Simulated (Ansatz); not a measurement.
## From AlGa2N3 to Al2GaN3

System: AlGa2N3 (P3m1, 6 atoms in the cell).
Method of run A: DFT r2SCAN, scalar-relativistic, plane waves, PAW, no spin polarisation (Ansatz 0.2.0).
System of run B: Al2GaN3 (I-4m2, 6 atoms in the cell).

On run A: The structure derives from a Materials Project entry. On run B: The structure derives from a Materials Project entry. It belongs to a series of runs on one base structure; here: superlattice of 2 and 1 planes along [0 0 1]. Text and figures count atoms from 1; the logs count them from 0 in places.

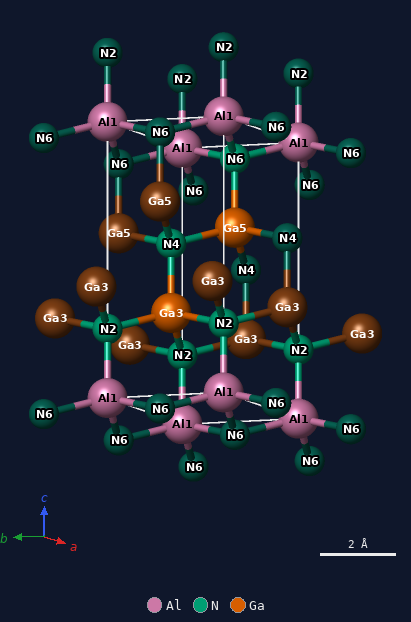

**Figure 1.** The starting structure (ball-and-stick view of the cell of the calculation, seen at an oblique angle; neighbours outside the cell are drawn fainter; atoms are numbered from 1 in the order of the input). Near neighbours in the crystal (not all of them lie inside the picture): Al has 4 N at 1.93 Å; N has 1 Al at 1.93 Å and 3 Ga at 1.93 Å; Ga has 4 N at 1.93 Å; N has 4 Ga at 1.93 Å; N has 3 Al at 1.93 Å and 1 Ga at 1.93 Å.

### Input file, run A
```yaml
crystal:
  lattice:
    - [3.1502837863, 0.0, 0.0]
    - [-1.5751418931, 2.7282257881, 0.0]
    - [0.0, 0.0, 7.7165878214]
  atoms:
    - { symbol: Al, position: [0.0, 0.0, 0.0] }
    - { symbol: "N", position: [0.0, 0.0, 0.25] }
    - { symbol: Ga, position: [0.3333333333, 0.6666666667, 0.3333333333] }
    - { symbol: "N", position: [0.3333333333, 0.6666666667, 0.5833333333] }
    - { symbol: Ga, position: [0.6666666667, 0.3333333333, 0.6666666667] }
    - { symbol: "N", position: [0.6666666667, 0.3333333333, 0.9166666667] }
basis:
  ecutwfc: 500
kpoints:
  mp_grid: { grid: [12, 12, 4] }
hamiltonian:
  xc: r2scan
scf:
  occupations: { method: gaussian, width: 0.02 }
output:
  forces: true
  stress: true
  eigenvalues: true
  populations: true
  write_density: true
  write_potential: true
  elf: true
  volumetric_format: npy
relax:
  adjacent_minimum: "off"
  f_tol: 0.01
  max_steps: 45
  cell: { stress_tol: 0.05 }
```

Command:
```bash
ansatz run input.yaml --threads 2 --pin off --max-ram 5120MiB --backend cpu --events-out ev --progress --plain --runs-dir out
```

Hardware: 2 threads of Intel Xeon Gold (Sapphire Rapids), 64 GiB of memory available, shared host.

### Output, shortened to warnings, some set-up lines, iterations and results (run A)
```
Basis set: ecut = 500 eV, 1661 PW (Γ), exchange–correlation on 96×96×240 points (64 copies of the dense FFT grid, shifted against one another)
Symmetry: 6 space group operations
k-points: 69 of 576 (time reversal used)
Initial density: superposition of atomic densities (neutral atoms: chi_scale 0, normalization atom), corrected by the library's trained network
[...]
SCF iter   1: F=—  HF=-9280.977505 eV  |F-HF|=—  |Δ(HF+E_count)|=         —  Δρ=1.09e-2  dr2=4.55e-2  dr2_τ=3.43e-1  ethr=1.77e-3  ⟨swp⟩=6.1  Hψ=8378  notcnv=0
SCF iter   2: F=—  HF=-9281.109573 eV  |F-HF|=—  |Δ(HF+E_count)|=   1.32e-1  Δρ=5.57e-3  dr2=1.60e-2  dr2_τ=3.21e-4  ethr=1.03e-4  ⟨swp⟩=3.0  Hψ=4631  notcnv=0  defer=87
SCF iter   3: F=—  HF=-9281.107909 eV  |F-HF|=—  |Δ(HF+E_count)|=   1.66e-3  Δρ=3.35e-3  dr2=3.90e-3  dr2_τ=1.82e-4  ethr=3.63e-5  ⟨swp⟩=2.9  Hψ=3475  notcnv=0  defer=87
SCF iter   4: F=—  HF=-9281.107609 eV  |F-HF|=—  |Δ(HF+E_count)|=   2.99e-4  Δρ=3.73e-4  dr2=9.52e-5  dr2_τ=3.14e-5  ethr=8.87e-6  ⟨swp⟩=3.0  Hψ=3602  notcnv=0  defer=87
SCF iter   5: F=—  HF=-9281.107626 eV  |F-HF|=—  |Δ(HF+E_count)|=   1.72e-5  Δρ=1.76e-4  dr2=1.46e-5  dr2_τ=1.55e-6  ethr=2.16e-7  ⟨swp⟩=2.0  Hψ=3178  notcnv=0  defer=87
[... 35 lines ...]
SCF iter   2: F=—  HF=-9281.157116 eV  |F-HF|=—  |Δ(HF+E_count)|=   3.10e-6  Δρ=1.60e-5  dr2=3.51e-9  dr2_τ=5.90e-8  ethr=2.86e-11  ⟨swp⟩=2.0  Hψ=3448  notcnv=0
SCF iter   3: F=—  HF=-9281.157117 eV  |F-HF|=—  |Δ(HF+E_count)|=   7.49e-7  Δρ=1.17e-6  dr2=1.40e-10  dr2_τ=2.62e-10  ethr=7.99e-12  ⟨swp⟩=2.0  Hψ=3450  notcnv=0
SCF iter   4: F=-9281.157117 eV  HF=-9281.157117 eV  |F-HF|=5.46e-12  |Δ(HF+E_count)|=   3.50e-9  Δρ=2.74e-7  dr2=3.63e-11  dr2_τ=5.25e-12  ethr=1.00e-12  ⟨swp⟩=5.8  Hψ=8883  …
SCF 6 converged in 4 iterations: F = -9281.157117 eV  dr2 = 3.63e-11
relax step   6: F+E_penalty+E_count = -9281.15711723 eV  Δ(F+E_penalty+E_count) = -2.375e-5 eV  max|allowed force component| = 1.657e-3 eV/Å  Δτ_max = 0.0000 Å  P = -0.000 …
basis re-selected at this cell: Δ(F+E_penalty+E_count) = -2.375e-5 eV, ΔP = -0.000 GPa vs the last step (what re-selecting the basis moved, of the pressure what is left beyond the Pulay correction that the steps carried, after the strain that the cell walked since its last selection, with what the …
SCF converged after 4 iterations
Free energy (F): -9281.157117 eV
Harris-Foulkes:  -9281.157117 eV  (|F-HF|=5.46e-12)
Internal energy: -9281.157117 eV  (E = F + TS)
E sigma→0 (E₀):  -9281.157117 eV
Fermi energy:    10.146505 eV
--- Per-component energies (eV) ---
  E_band       = -29.185332
  E_kinetic    = 654.528608
  E_local      = -4891.270170  (includes V_loc(G=0)·N_el)
  E_nonlocal   = 1006.918465
  E_hartree    = 2256.256228
  E_xc         = -342.415460
  E_vxc        = -406.481798  (∫ρ·V_xc dr)
  E_paw        = -4876.680461  (= ΣΔE_a)
  E_vpaw       = -927.501830  (= ΣTr[D̂ρ^β])
  E_aug_tail   = -0.000050  (compensation charges beyond the density's cutoff)
  E_vtau       = 22.109049  (kinetic-family band-sum trace: ∫τ·v_τ [+ j·A + Jᵃ·Aᵃ] dr)
  E_ewald      = -3087.039335
  E_core_change = -1.454942  (= ΣΔE_core)
  E_smearing   = -0.000000  (= −TS)
  E_closure    = 0.000000  (closes the sum)
  Σ components = -9281.157117   (vs F -9281.157117, Δ=0.00e0)
--- Forces (eV/Å), atoms counted from 1 ---
  atom   1  Al     0.00000000     0.00000000    -0.00134412
  atom   2  N     -0.00000000    -0.00000000     0.00157124
  atom   3  Ga     0.00000000     0.00000000    -0.00165373
  atom   4  N     -0.00000000    -0.00000000     0.00116226
  atom   5  Ga     0.00000000     0.00000000    -0.00116280
  atom   6  N     -0.00000000    -0.00000000     0.00144932
  max |Σ_I F_I| component: 2.22e-5 eV/Å
--- Stress (GPa, compression-positive) ---
       -0.004873       0.000000       0.000000
        0.000000      -0.004873      -0.000000
        0.000000      -0.000000       0.008877
  P = ⅓ Tr σ = -0.0003 GPa (-0.003 kbar)
--- Relaxed structure (5 steps of the walk, 5 accepted, 1 SCFs on fresh bases) ---
  F+E_penalty+E_count = -9281.15711723 eV   max|allowed force component| = 1.657e-3 eV/Å   (the final SCF, on the basis selected at the relaxed cell)
  cell:  # Å, volume = 66.3418 Å³
    - [3.1504392091274633, -2.8868903302274908e-11, 1.9985290715473303e-34]
[...]
```

For run B the input was changed thus:
```diff
-    - [3.1502837863, 0.0, 0.0]
-    - [-1.5751418931, 2.7282257881, 0.0]
-    - [0.0, 0.0, 7.7165878214]
+    - [0.0, -3.1200999421, 0.0]
+    - [3.1200999421, 0.0, 0.0]
+    - [-1.5600499711, 1.5600499711, 6.6187314812]
-    - { symbol: "N", position: [0.0, 0.0, 0.25] }
-    - { symbol: Ga, position: [0.3333333333, 0.6666666667, 0.3333333333] }
-    - { symbol: "N", position: [0.3333333333, 0.6666666667, 0.5833333333] }
-    - { symbol: Ga, position: [0.6666666667, 0.3333333333, 0.6666666667] }
-    - { symbol: "N", position: [0.6666666667, 0.3333333333, 0.9166666667] }
+    - { symbol: Al, position: [0.6666666667, 0.6666666667, 0.3333333333] }
+    - { symbol: "N", position: [0.75, 0.25, 0.5] }
+    - { symbol: "N", position: [0.0833333333, 0.5833333333, 0.1666666667] }
+    - { symbol: Ga, position: [0.3333333333, 0.3333333333, 0.6666666667] }
+    - { symbol: "N", position: [0.4166666667, 0.9166666667, 0.8333333333] }
-  mp_grid: { grid: [12, 12, 4] }
+  mp_grid: { grid: [10, 10, 10] }
-  write_density: true
-  write_potential: true
-  elf: true
-  volumetric_format: npy
```

Predict how the results change.

The total energies belong to different systems, so their difference says nothing on which is more stable or more accurate. The gap on the mesh goes from 2.81 to 3.78 eV. The volume per atom goes from 11.06 to 10.74 Å³. The SCF takes 29 iterations over all geometry steps against 33. The irreducible k-points go from 69 to 102.

### Output, shortened to warnings, some set-up lines, iterations and results (run B)
```
Basis set: ecut = 500 eV, 1649 PW (Γ), exchange–correlation on 96×96×216 points (64 copies of the dense FFT grid, shifted against one another)
Symmetry: 8 space group operations
k-points: 102 of 1000 (time reversal used)
Initial density: superposition of atomic densities (neutral atoms: chi_scale 0, normalization atom), corrected by the library's trained network
[...]
SCF iter   1: F=—  HF=-6032.997376 eV  |F-HF|=—  |Δ(HF+E_count)|=         —  Δρ=9.13e-3  dr2=4.29e-2  dr2_τ=4.05e-1  ethr=1.77e-3  ⟨swp⟩=6.4  Hψ=11845  notcnv=0  defer=2
SCF iter   2: F=—  HF=-6033.167639 eV  |F-HF|=—  |Δ(HF+E_count)|=   1.70e-1  Δρ=4.69e-3  dr2=9.56e-3  dr2_τ=4.80e-4  ethr=1.26e-4  ⟨swp⟩=3.0  Hψ=5756  notcnv=0  defer=175
SCF iter   3: F=—  HF=-6033.166860 eV  |F-HF|=—  |Δ(HF+E_count)|=   7.79e-4  Δρ=2.76e-3  dr2=2.67e-3  dr2_τ=1.70e-4  ethr=2.81e-5  ⟨swp⟩=2.3  Hψ=4074  notcnv=0  defer=175
SCF iter   4: F=—  HF=-6033.166640 eV  |F-HF|=—  |Δ(HF+E_count)|=   2.20e-4  Δρ=8.98e-4  dr2=6.17e-4  dr2_τ=1.08e-4  ethr=7.85e-6  ⟨swp⟩=2.1  Hψ=3920  notcnv=0  defer=175
SCF iter   5: F=—  HF=-6033.166514 eV  |F-HF|=—  |Δ(HF+E_count)|=   1.26e-4  Δρ=1.95e-4  dr2=2.19e-5  dr2_τ=5.72e-6  ethr=1.81e-6  ⟨swp⟩=2.0  Hψ=3687  notcnv=0  defer=175
[... 29 lines ...]
SCF iter   2: F=—  HF=-6033.239189 eV  |F-HF|=—  |Δ(HF+E_count)|=   5.06e-6  Δρ=2.13e-5  dr2=7.45e-9  dr2_τ=9.43e-8  ethr=8.42e-11  ⟨swp⟩=2.0  Hψ=4063  notcnv=0
SCF iter   3: F=—  HF=-6033.239190 eV  |F-HF|=—  |Δ(HF+E_count)|=   1.27e-6  Δρ=4.36e-6  dr2=5.91e-9  dr2_τ=3.15e-9  ethr=2.19e-11  ⟨swp⟩=2.0  Hψ=4080  notcnv=0
SCF iter   4: F=-6033.239190 eV  HF=-6033.239190 eV  |F-HF|=4.61e-10  |Δ(HF+E_count)|=   3.52e-8  Δρ=4.57e-7  dr2=4.69e-11  dr2_τ=2.29e-11  ethr=1.00e-12  ⟨swp⟩=3.1  Hψ=9863  …
SCF 5 converged in 4 iterations: F = -6033.239190 eV  dr2 = 4.69e-11
relax step   5: F+E_penalty+E_count = -6033.23919019 eV  Δ(F+E_penalty+E_count) = +2.190e-6 eV  max|allowed force component| = 1.031e-3 eV/Å  Δτ_max = 0.0000 Å  P = -0.007 …
basis re-selected at this cell: Δ(F+E_penalty+E_count) = +2.190e-6 eV, ΔP = -0.001 GPa vs the last step (what re-selecting the basis moved, of the pressure what is left beyond the Pulay correction that the steps carried, after the strain that the cell walked since its last selection, with what the …
SCF converged after 4 iterations
Free energy (F): -6033.239190 eV
Harris-Foulkes:  -6033.239190 eV  (|F-HF|=4.61e-10)
Internal energy: -6033.239190 eV  (E = F + TS)
E sigma→0 (E₀):  -6033.239190 eV
Fermi energy:    9.618187 eV
--- Per-component energies (eV) ---
  E_band       = -3.729055
  E_kinetic    = 567.984073
  E_local      = -2988.819782  (includes V_loc(G=0)·N_el)
  E_nonlocal   = 584.974308
  E_hartree    = 1346.267546
  E_xc         = -319.441234
  E_vxc        = -381.897735  (∫ρ·V_xc dr)
  E_paw        = -3342.107825  (= ΣΔE_a)
  E_vpaw       = -499.147163  (= ΣTr[D̂ρ^β])
  E_aug_tail   = 0.000020  (compensation charges beyond the density's cutoff)
  E_vtau       = 20.641955  (kinetic-family band-sum trace: ∫τ·v_τ [+ j·A + Jᵃ·Aᵃ] dr)
  E_ewald      = -1881.234317
  E_core_change = -0.861980  (= ΣΔE_core)
  E_smearing   = -0.000000  (= −TS)
  E_closure    = 0.000000  (closes the sum)
  Σ components = -6033.239190   (vs F -6033.239190, Δ=0.00e0)
--- Forces (eV/Å), atoms counted from 1 ---
  atom   1  Al    -0.00000000     0.00000000     0.00006462
  atom   2  Al     0.00000000    -0.00000000    -0.00006462
  atom   3  N      0.00000000    -0.00000000    -0.00103139
  atom   4  N     -0.00000000    -0.00000000     0.00000000
  atom   5  Ga     0.00000000     0.00000000    -0.00000000
  atom   6  N     -0.00000000     0.00000000     0.00103139
  max |Σ_I F_I| component: 1.52e-16 eV/Å
--- Stress (GPa, compression-positive) ---
        0.010085       0.000000       0.000000
        0.000000       0.010085      -0.000000
        0.000000      -0.000000      -0.040524
  P = ⅓ Tr σ = -0.0068 GPa (-0.068 kbar)
--- Relaxed structure (4 steps of the walk, 4 accepted, 1 SCFs on fresh bases) ---
  F+E_penalty+E_count = -6033.23919019 eV   max|allowed force component| = 1.031e-3 eV/Å   (the final SCF, on the basis selected at the relaxed cell)
  cell:  # Å, volume = 64.4184 Å³
    - [3.6419362907865394e-20, -3.1227258402585223, 1.1795030962192416e-11]
[...]
```

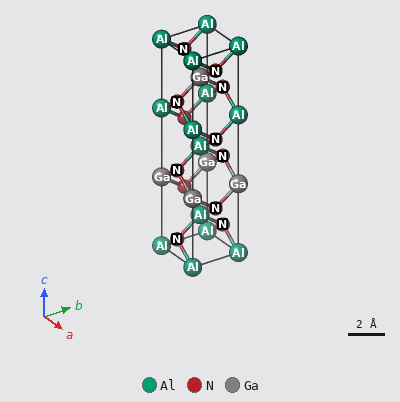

**Figure 2.** The input structure of run B (ball-and-stick view of the cell 2 times as large as that of the calculation, set on its symmetry axes, seen at an oblique angle).

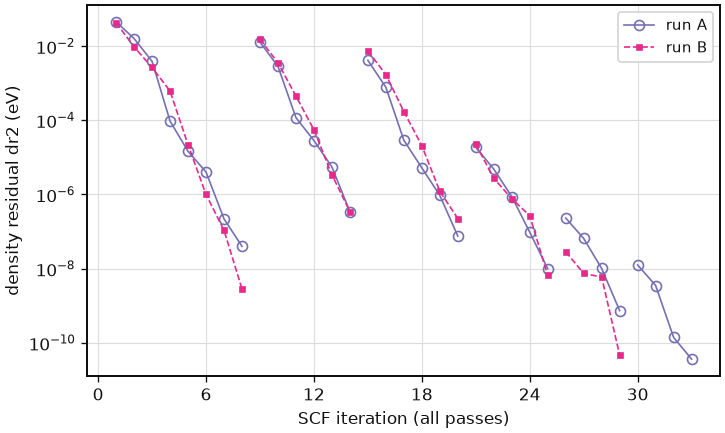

**Figure 3.** Convergence of the two runs: density residual dr2 against the SCF iteration. A break in a curve parts two SCF passes. Run A takes 33 iterations in all, and run B takes 29.

### The two runs side by side

```tsv
quantity	run A	run B
outcome	converged	converged
free energy per atom (eV)	−1546.8595	−1005.5399
gap on the mesh (eV)	2.81	3.78
pressure (GPa)	0.00	−0.01
volume per atom (Å³)	11.06	10.74
largest force (eV/Å)	0.002	0.001
SCF iterations	33	29
irreducible k-points	69	102
wall time (shared host)	38 s	40 s
```
